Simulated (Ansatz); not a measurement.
**Formation energy and levels of the substitutional impurity C_N in AlN (P6_3mc)**

Wanted: the transition levels of a substitutional impurity in AlN (P6_3mc), from a cell of 72 host atoms with 1 N taken out and 1 C put in.

Main program and level: Ansatz 0.2.0; place-levels on r2SCAN runs: charge-transition levels and formation energies with image-charge correction and potential alignment at the atomic sites; PAW set soft_1.

### 1. Set-up

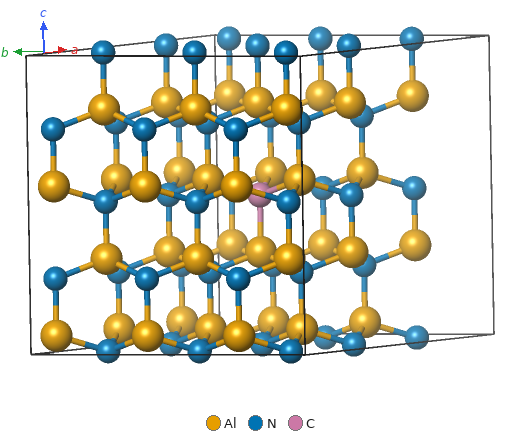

Start, viewed from a free direction; aluminium orange, nitrogen blue, carbon pink. Some periodic images of atoms are drawn too.

The cell holds 72 atoms: 36 Al, 35 N and 1 C. Its edges and angles: a = 9.320 Å, b = 9.320 Å, c = 9.956 Å, α = 90.0°, β = 90.0°, γ = 120.0°. It derives from AlN (space group P6_3mc). Nearest the centre at fractional (0.556, 0.444, 0.440): C35 at 0.00 Å, Al26 at 1.89 Å, Al58 at 1.89 Å, Al34 at 1.89 Å, Al33 at 1.90 Å, N28 at 3.07 Å, N32 at 3.07 Å, N60 at 3.07 Å.

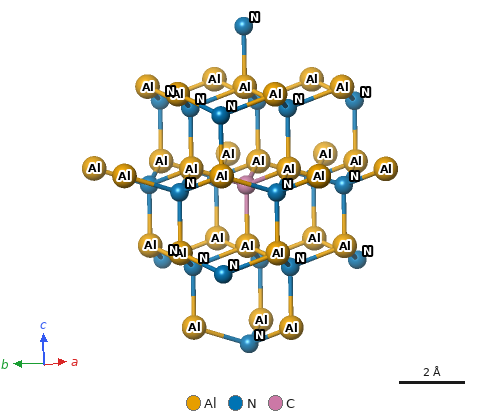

The atoms within 5 Å of the centre.

Coordinates:

```xyz
72
Lattice="9.3196 0.0000 0.0000 -4.6598 8.0710 0.0000 0.0000 0.0000 9.9565" Properties=species:S:1:pos:R:3 pbc="T T T"
Al    1.5533    0.8968    2.4852
Al    0.0000    1.7936    4.9743
N     1.5533    0.8968    4.3848
N     0.0000    1.7936    1.8957
Al    1.5533    0.8968    7.4634
Al    0.0000    1.7936    9.9525
N     1.5533    0.8968    9.3631
N     0.0000    1.7936    6.8739
Al    0.0000    3.5871    2.4852
Al   -1.5533    4.4839    4.9743
N     0.0000    3.5871    4.3848
N    -1.5533    4.4839    1.8957
Al    0.0000    3.5871    7.4634
Al   -1.5533    4.4839    9.9525
N     0.0000    3.5871    9.3631
N    -1.5533    4.4839    6.8739
Al   -1.5533    6.2774    2.4852
Al   -3.1065    7.1742    4.9743
N    -1.5533    6.2774    4.3848
N    -3.1065    7.1742    1.8957
Al   -1.5533    6.2774    7.4634
Al   -3.1065    7.1742    9.9525
N    -1.5533    6.2774    9.3631
N    -3.1065    7.1742    6.8739
Al    4.6598    0.8968    2.4852
Al    3.1065    1.7936    4.9743
N     4.6598    0.8968    4.3848
N     3.1065    1.7936    1.8957
Al    4.6598    0.8968    7.4634
Al    3.1065    1.7936    9.9525
N     4.6598    0.8968    9.3631
N     3.1065    1.7936    6.8739
Al    3.1065    3.5871    2.4852
Al    1.5533    4.4839    4.9743
C     3.1065    3.5871    4.3848
N     1.5533    4.4839    1.8957
Al    3.1065    3.5871    7.4634
Al    1.5533    4.4839    9.9525
N     3.1065    3.5871    9.3631
N     1.5533    4.4839    6.8739
Al    1.5533    6.2774    2.4852
Al    0.0000    7.1742    4.9743
N     1.5533    6.2774    4.3848
N     0.0000    7.1742    1.8957
Al    1.5533    6.2774    7.4634
Al    0.0000    7.1742    9.9525
N     1.5533    6.2774    9.3631
N     0.0000    7.1742    6.8739
Al    7.7663    0.8968    2.4852
Al    6.2130    1.7936    4.9743
N     7.7663    0.8968    4.3848
N     6.2130    1.7936    1.8957
Al    7.7663    0.8968    7.4634
Al    6.2130    1.7936    9.9525
N     7.7663    0.8968    9.3631
N     6.2130    1.7936    6.8739
Al    6.2130    3.5871    2.4852
Al    4.6598    4.4839    4.9743
N     6.2130    3.5871    4.3848
N     4.6598    4.4839    1.8957
Al    6.2130    3.5871    7.4634
Al    4.6598    4.4839    9.9525
N     6.2130    3.5871    9.3631
N     4.6598    4.4839    6.8739
Al    4.6598    6.2774    2.4852
Al    3.1065    7.1742    4.9743
N     4.6598    6.2774    4.3848
N     3.1065    7.1742    1.8957
Al    4.6598    6.2774    7.4634
Al    3.1065    7.1742    9.9525
N     4.6598    6.2774    9.3631
N     3.1065    7.1742    6.8739
```

Screening for the image-charge correction: ε∞ = (4.49, 4.49, 4.72), ε0 = (8.15, 8.15, 9.65), computed on the host (DFPT, PBEsol, on the r2SCAN cell), and a cell off the functional's own equilibrium shifts the ionic part.

The cell's shortest repeat is 9.3 Å.

### 2. The runs of each charge state

Levels follow from differences of total energies between charge states, each relaxed by itself.

Each atom starts 0.05 Å or so off its site in a random direction: a symmetric start keeps its symmetry, and would miss off-centre moves and Jahn–Teller distortions. Forces are taken at one point at (¼, ¼, ¼). The cell holds 1 electron more than the neutral one, with a uniform background that keeps it neutral on the whole.

The sampling was tested on the host first: at the k-points planned (1x1x1 shifted 0.25 0.25 0.25) its energy lies -0.014 eV an atom from the dense-mesh value, under the bound of 0.02 eV set for this test; that bounds the host's error, not the defect's.

One of the inputs; charge, spin and start change from state to state.

The input, qm1.relax/input.yaml:

```yaml
crystal:
  lattice:
    - [9.31956554, 9.0e-08, 0.0]
    - [-4.65978284, 8.07098046, 0.0]
    - [0.0, 0.0, 9.95647772]
  atoms:
    - { symbol: Al, position: [0.22222222, 0.11111111, 0.24960167] }
    - { symbol: Al, position: [0.11111111, 0.22222222, 0.49960167] }
    - { symbol: "N", position: [0.22222222, 0.11111111, 0.44039833] }
    - { symbol: "N", position: [0.11111111, 0.22222222, 0.19039833] }
    - { symbol: Al, position: [0.22222222, 0.11111111, 0.74960167] }
    - { symbol: Al, position: [0.11111111, 0.22222222, 0.99960167] }
    - { symbol: "N", position: [0.22222222, 0.11111111, 0.94039833] }
    - { symbol: "N", position: [0.11111111, 0.22222222, 0.69039833] }
    - { symbol: Al, position: [0.22222222, 0.44444444, 0.24960167] }
    - { symbol: Al, position: [0.11111111, 0.55555556, 0.49960167] }
    - { symbol: "N", position: [0.22222222, 0.44444444, 0.44039833] }
    - { symbol: "N", position: [0.11111111, 0.55555556, 0.19039833] }
    - { symbol: Al, position: [0.22222222, 0.44444444, 0.74960167] }
    - { symbol: Al, position: [0.11111111, 0.55555556, 0.99960167] }
    - { symbol: "N", position: [0.22222222, 0.44444444, 0.94039833] }
    - { symbol: "N", position: [0.11111111, 0.55555556, 0.69039833] }
    - { symbol: Al, position: [0.22222222, 0.77777778, 0.24960167] }
    - { symbol: Al, position: [0.11111111, 0.88888889, 0.49960167] }
    - { symbol: "N", position: [0.22222222, 0.77777778, 0.44039833] }
    - { symbol: "N", position: [0.11111111, 0.88888889, 0.19039833] }
    - { symbol: Al, position: [0.22222222, 0.77777778, 0.74960167] }
    - { symbol: Al, position: [0.11111111, 0.88888889, 0.99960167] }
    - { symbol: "N", position: [0.22222222, 0.77777778, 0.94039833] }
    - { symbol: "N", position: [0.11111111, 0.88888889, 0.69039833] }
    - { symbol: Al, position: [0.55555556, 0.11111111, 0.24960167] }
    - { symbol: Al, position: [0.44444444, 0.22222222, 0.49960167] }
    - { symbol: "N", position: [0.55555556, 0.11111111, 0.44039833] }
    - { symbol: "N", position: [0.44444444, 0.22222222, 0.19039833] }
    - { symbol: Al, position: [0.55555556, 0.11111111, 0.74960167] }
    - { symbol: Al, position: [0.44444444, 0.22222222, 0.99960167] }
    - { symbol: "N", position: [0.55555556, 0.11111111, 0.94039833] }
    - { symbol: "N", position: [0.44444444, 0.22222222, 0.69039833] }
    - { symbol: Al, position: [0.55555556, 0.44444444, 0.24960167] }
    - { symbol: Al, position: [0.44444444, 0.55555556, 0.49960167] }
    - { symbol: C, position: [0.55555556, 0.44444444, 0.44039833] }
    - { symbol: "N", position: [0.44444444, 0.55555556, 0.19039833] }
    - { symbol: Al, position: [0.55555556, 0.44444444, 0.74960167] }
    - { symbol: Al, position: [0.44444444, 0.55555556, 0.99960167] }
    - { symbol: "N", position: [0.55555556, 0.44444444, 0.94039833] }
    - { symbol: "N", position: [0.44444444, 0.55555556, 0.69039833] }
    - { symbol: Al, position: [0.55555556, 0.77777778, 0.24960167] }
    - { symbol: Al, position: [0.44444444, 0.88888889, 0.49960167] }
    - { symbol: "N", position: [0.55555556, 0.77777778, 0.44039833] }
    - { symbol: "N", position: [0.44444444, 0.88888889, 0.19039833] }
    - { symbol: Al, position: [0.55555556, 0.77777778, 0.74960167] }
    - { symbol: Al, position: [0.44444444, 0.88888889, 0.99960167] }
    - { symbol: "N", position: [0.55555556, 0.77777778, 0.94039833] }
    - { symbol: "N", position: [0.44444444, 0.88888889, 0.69039833] }
    - { symbol: Al, position: [0.88888889, 0.11111111, 0.24960167] }
    - { symbol: Al, position: [0.77777778, 0.22222222, 0.49960167] }
    - { symbol: "N", position: [0.88888889, 0.11111111, 0.44039833] }
    - { symbol: "N", position: [0.77777778, 0.22222222, 0.19039833] }
    - { symbol: Al, position: [0.88888889, 0.11111111, 0.74960167] }
    - { symbol: Al, position: [0.77777778, 0.22222222, 0.99960167] }
    - { symbol: "N", position: [0.88888889, 0.11111111, 0.94039833] }
    - { symbol: "N", position: [0.77777778, 0.22222222, 0.69039833] }
    - { symbol: Al, position: [0.88888889, 0.44444444, 0.24960167] }
    - { symbol: Al, position: [0.77777778, 0.55555556, 0.49960167] }
    - { symbol: "N", position: [0.88888889, 0.44444444, 0.44039833] }
    - { symbol: "N", position: [0.77777778, 0.55555556, 0.19039833] }
    - { symbol: Al, position: [0.88888889, 0.44444444, 0.74960167] }
    - { symbol: Al, position: [0.77777778, 0.55555556, 0.99960167] }
    - { symbol: "N", position: [0.88888889, 0.44444444, 0.94039833] }
    - { symbol: "N", position: [0.77777778, 0.55555556, 0.69039833] }
    - { symbol: Al, position: [0.88888889, 0.77777778, 0.24960167] }
    - { symbol: Al, position: [0.77777778, 0.88888889, 0.49960167] }
    - { symbol: "N", position: [0.88888889, 0.77777778, 0.44039833] }
    - { symbol: "N", position: [0.77777778, 0.88888889, 0.19039833] }
    - { symbol: Al, position: [0.88888889, 0.77777778, 0.74960167] }
    - { symbol: Al, position: [0.77777778, 0.88888889, 0.99960167] }
    - { symbol: "N", position: [0.88888889, 0.77777778, 0.94039833] }
    - { symbol: "N", position: [0.77777778, 0.88888889, 0.69039833] }
  host:
    repeats: [3, 3, 2]
    atoms:
      - { symbol: Al, position: [0.66666667, 0.33333333, 0.49920333] }
      - { symbol: Al, position: [0.33333333, 0.66666667, 0.99920333] }
      - { symbol: "N", position: [0.66666667, 0.33333333, 0.88079667] }
      - { symbol: "N", position: [0.33333333, 0.66666667, 0.38079667] }
total_charge: -1
basis:
  ecutwfc: 500
  xc_grid: 2
hamiltonian:
  xc: r2scan
  pseudopotentials: { kind: paw, azcp: { folder: soft_1 } }
kpoints:
  mp_grid: { grid: [1, 1, 1], shift: [0.25, 0.25, 0.25] }
scf:
  occupations: { method: fixed }
  max_iter: 80
output:
  forces: true
  charged_corrections:
    epsilon: [4.49, 4.49, 4.72]
    static_epsilon: [8.15, 8.15, 9.65]
    defect_position: [0.555556, 0.444444, 0.440398]
relax:
  f_tol: 0.02
  max_steps: 80
  random_displacement: { amplitude: 0.05, seed: 5746 }
checkpoint:
  write: "../qm1.relax.run"
  compress: false
  write_wavefunctions: true
  write_every: 100000
```

Launch:

```bash
> ansatz run input.yaml --threads 4 --pin off --max-ram 7536MiB --backend cpu --events-out ev --progress --plain --runs-dir out
```

The relaxed structure is kept and the sampling changed to a 2×2×2 shifted mesh.

The run of this state that the levels use, under r2SCAN:

The input, qm1.point/input.yaml:

```yaml
crystal:
  checkpoint: "../qm1.relax.run"
  host: checkpoint
total_charge: -1
basis:
  ecutwfc: 500
  xc_grid: 2
hamiltonian:
  xc: r2scan
  pseudopotentials: { kind: paw, azcp: { folder: soft_1 } }
kpoints:
  mp_grid: { grid: [2, 2, 2], shift: [0.5, 0.5, 0.5] }
scf:
  occupations: { method: fermi_dirac, width: 0.01 }
  max_iter: 80
output:
  forces: true
  eigenvalues: true
  charged_corrections:
    epsilon: [4.49, 4.49, 4.72]
    static_epsilon: [8.15, 8.15, 9.65]
    defect_position: [0.555556, 0.444444, 0.440398]
  eigenstates: { localisation: true }
  populations: true
  band_densities: [{ bands: [v1, v1] }, { bands: [c1, c1] }]
  write_density: true
  write_potential: true
  volumetric_format: npy
  elf: true
checkpoint:
  read: "../qm1.relax.run"
  write: "../qm1.point.run"
  compress: false
  write_wavefunctions: false
  write_every: 100000
```

Relaxations under r2SCAN at one point at (¼, ¼, ¼); times on 4 threads of AMD EPYC 7R13 (Zen 3), shared host:

```csv
charge,moment (μB),occupations,outcome,steps,largest displacement against the far atoms (Å),time
−1,0,fixed,converged,7,0.07,66 s
0,1,fixed,converged,6,0.09,2.1 min
+1,0,fixed,converged,10,0.22,1.7 min
+1,2,fixed,converged,7,0.16,2.5 min
```

Single points under r2SCAN at a 2×2×2 shifted mesh; times on 4 threads of AMD EPYC 7R13 (Zen 3), shared host:

```csv
charge,moment (μB),occupations,outcome,time
−1,0,fermi-dirac,converged,50 s
0,1,fermi-dirac,converged,2.2 min
+1,0,fermi-dirac,converged,54 s
+1,2,fermi-dirac,converged,2.2 min
```

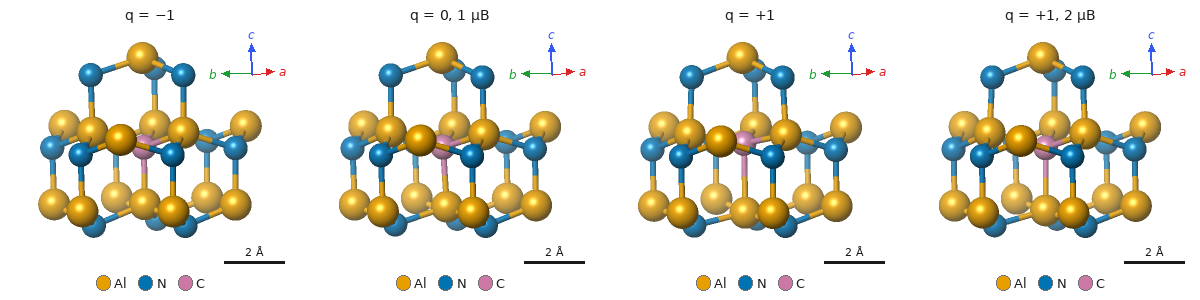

The structures near the centre after relaxation with r2SCAN, by charge.

Distances (Å) from C35 to the nearest atoms after relaxation with r2SCAN:

```csv
charge,moment (μB),1.,2.,3.,4.,5.,6.
−1,0,Al 1.88,Al 1.88,Al 1.88,Al 1.90,Al 2.99,N 3.09
0,1,Al 1.92,Al 1.94,Al 1.94,Al 2.00,Al 3.00,N 3.03
+1,0,Al 1.93,Al 1.94,Al 1.94,Al 2.32,Al 2.87,N 2.91
+1,2,Al 1.97,Al 1.98,Al 2.06,Al 2.10,Al 3.03,N 3.03
```

### 3. Placing the levels, r2SCAN

A charged cell interacts with its images and the background, and its potential has another zero than the host's. place-levels removes the first by a point-charge model, screened by the static dielectric constant since the ions have relaxed around the charge, and the second by comparing potentials at atoms far from the defect.

The host is a run of the defect-free crystal in the same cutoffs, grids and k-points, so that basis and sampling errors cancel in part in the differences. The host is run in a cell of 8 atoms on a matching mesh. Its band edges are searched through the zone by a band path, so the gap is smaller than, or equal to, that on the mesh. Chemical potentials are energies per atom of N (N2 molecule) and C (diamond), run with the same functional and cutoff. Carbon is taken as diamond, which semilocal functionals can put about 0.1 eV an atom over graphite.

The input, levels.point.yaml:

```yaml
host:
  run: host.point.run
states: [qm1.point.run, q0_M1.point.run, qp1.point.run, qp1_M2.point.run]
geometry_from:
  qm1.point.run: qm1.relax.run
  q0_M1.point.run: q0_M1.relax.run
  qp1.point.run: qp1.relax.run
  qp1_M2.point.run: qp1_M2.relax.run
  host.point.run: host.relax.run
chemical_potentials:
  "N":
    energy: -384.814403
    dataset: "<sha256 of the dataset>"
  C:
    energy: -251.553391
    dataset: "<sha256 of the dataset>"
epsilon: [4.49, 4.49, 4.72]
static_epsilon: [8.15, 8.15, 9.65]
vertical:
  - { from: qm1.point.run, to: qm1.point_neutral.run }
  - { from: qp1.point.run, to: qp1.point_neutral.run }
  - { from: qp1_M2.point.run, to: qp1_M2.point_neutral.run }
```

Launch:

```bash
> ansatz place-levels levels.point.yaml -- --threads 4 --pin off --max-ram 7536MiB
```

Numbers of over 12 decimals in the logs are rounded to 6 here.

The program printed:

```text
[... repeated set-up lines and file paths are left out, and long positions are rounded to six places ...]
(+1/0) 0.212 eV above the valence edge, 4.666 eV under the conduction edge
(0/-1) 1.214 eV above the valence edge, 3.664 eV under the conduction edge
formation energy of charge +1: +4.820 eV with the Fermi level at the valence edge
formation energy of charge 0: +5.032 eV with the Fermi level at the valence edge
formation energy of charge -1: +6.245 eV with the Fermi level at the valence edge
vertical -1 to 0: no energy, since no alignment is typed
  the change from vertical[0].from (qm1.point.run) to vertical[0].to (qm1.point_neutral.run): by its potential at epsilon [4.49, 4.49, 4.72] it stands at 0.544 0.455 0.449, with an rms radius of about 2.2 Å (0.7 0.7 1.9 Å across the planes of the cell's [...]
vertical +1 to 0: no energy, since no alignment is typed
  the change from vertical[1].from (qp1.point.run) to vertical[1].to (qp1.point_neutral.run): by its spins about the atoms it stands at 0.549 0.451 0.452, with an rms radius of about 2.4 Å (1.1 1.1 1.8 Å across the planes of the cell's vectors); [...]
vertical +1 to 0: no energy, since no alignment is typed
  the change from vertical[2].from (qp1_M2.point.run) to vertical[2].to (qp1_M2.point_neutral.run): by its potential at epsilon [4.49, 4.49, 4.72] it stands at 0.539 0.460 0.451, with an rms radius of about 1.3 Å (0.8 0.9 0.6 Å across the planes of the cell's [...]
  edges by r2scan, gap 4.878 eV; the host is sampled to repeats of 18.64 Å
  the defect's cells are sampled to repeats of 18.64 Å, like sampling
  charge +1: -33294.3495 eV with its correction of +0.238 eV, at epsilon [8.15, 8.15, 9.65], aligned at sites: -0.0247 eV, mean over 33 atomic sites at or beyond 4.66 Å from the host's site at [0.5554, 0.4446, 0.4403] by the defect at [0.5556, 0.4444, [...]
  charge 0: +0.000 eV for its dipole among its images, +0.000 omitted
  charge -1: -33279.0874 eV with its correction of +0.258 eV, at epsilon [8.15, 8.15, 9.65], aligned at sites: +0.0050 eV, mean over 33 atomic sites at or beyond 4.66 Å from the host's site at [0.5554, 0.4446, 0.4403] by the defect at [0.5556, 0.4444, [...]
  charge +1: states[2] (qp1.point.run) stands 0.445 eV higher, with a moment of 0.00 μB against 2.00
  of states[3] (qp1_M2.point.run): stability_check_not_made
  of states[1] (q0_M1.point.run): stability_check_not_made
  of states[0] (qm1.point.run): it parts from the run at its places by a charge that spreads by about 1.9 Å along one vector (1.7 Å or more is wide), by its potential at epsilon [4.49, 4.49, 4.72], taken for that of held ions (one typed too small widens it), [...]
  of states[2] (qp1.point.run): it parts from the run at its places by a charge that spreads by about 1.8 Å along one vector (1.7 Å or more is wide), by the spins about the atoms, where the cell does not tell a trapped carrier from a band state. [...]
  of vertical[0].from (qm1.point.run): it parts from the run at its places by a charge that spreads by about 1.9 Å along one vector (1.7 Å or more is wide), by its potential at epsilon [4.49, 4.49, 4.72], taken for that of held ions (one typed too small [...]
  of vertical[0].to (qm1.point_neutral.run): stability_check_not_made
  of vertical[1].from (qp1.point.run): it parts from the run at its places by a charge that spreads by about 1.8 Å along one vector (1.7 Å or more is wide), by the spins about the atoms, where the cell does not tell a trapped carrier from a band state. [...]
  of vertical[1].to (qp1.point_neutral.run): stability_check_not_made
  of vertical[2].from (qp1_M2.point.run): stability_check_not_made
  of vertical[2].to (qp1_M2.point_neutral.run): it set out from the moments of a save, which an earlier run chose (saved_moments_taken); stability_check_not_made
```

It took 0.59 s on 4 threads of AMD EPYC 7R13 (Zen 3), shared host.

Levels between the charges placed, in eV above the valence top:

```csv
,gap (eV),(+1/0),(0/−1)
r2SCAN,4.88,0.21,1.21
```

Corrections by state:

```csv
charge,moment (μB),image terms and alignment (eV),band filling (eV),ε used,"over the lowest of its charge, as the program ranks them, band filling apart (eV)"
+1,2.0,0.238,-,"principal values (8.15, 8.15, 9.65)",0.000
0,1.0,0.000,-,-,0.000
−1,0.0,0.258,-,"principal values (8.15, 8.15, 9.65)",0.000
+1,0.0,0.226,-,"principal values (8.15, 8.15, 9.65)",0.445
```

The charged structures listed were also run neutral, and place-levels reads from each pair, by the potential or the spins, how wide the charge is by which they differ; that can be the carrier of either run.

```csv
charge,rms radius (Å),spread where it is widest against the cell (Å),wide from (Å),reading
+1,1.3,0.85,1.40,narrow
−1,2.2,1.89,1.72,wide
```

The neutral runs of these pairs need not share the spin of the lowest neutral state, and very wide values only mean spread over the cell.

From the program's caveats on the states, each cut to its opening words:

- charge +1 (2 μB), 0 (1 μB): flagged: stability check not made
- charge −1: it parts from the run at its places by a charge that spreads by about 1.9 Å along one vector (1.7 Å or more is wide), by its potential at epsilon [4.49, 4.49, [...]
- charge +1: it parts from the run at its places by a charge that spreads by about 1.8 Å along one vector (1.7 Å or more is wide), by the spins about the atoms, where the [...]

The host's formation energy from the elements is -1.627 eV per atom; it sets how far the chemical potentials can move.

(Part 1 of 2 ends here.)

[Logs are printed without paths, hosts, clocks, repeated set-up lines and the standing remarks that a program may print on its own settings, such as how far it seeks lower states.]

[Hosts, paths, dates, database ids (printed as entryN), source tags and the programs' standing remarks are cut or masked in the printed files.]

[Where a table of states has a column of steps, it counts the stored structures, which are thinned; the runs took as many ionic steps or more.]

[A defect's name tells the site on which it was built; relaxed atoms can leave that site.]

[For some hosts the program warned that the k-mesh of the response run may be too coarse for force constants and the static dielectric constant; such warnings are not shown here.]
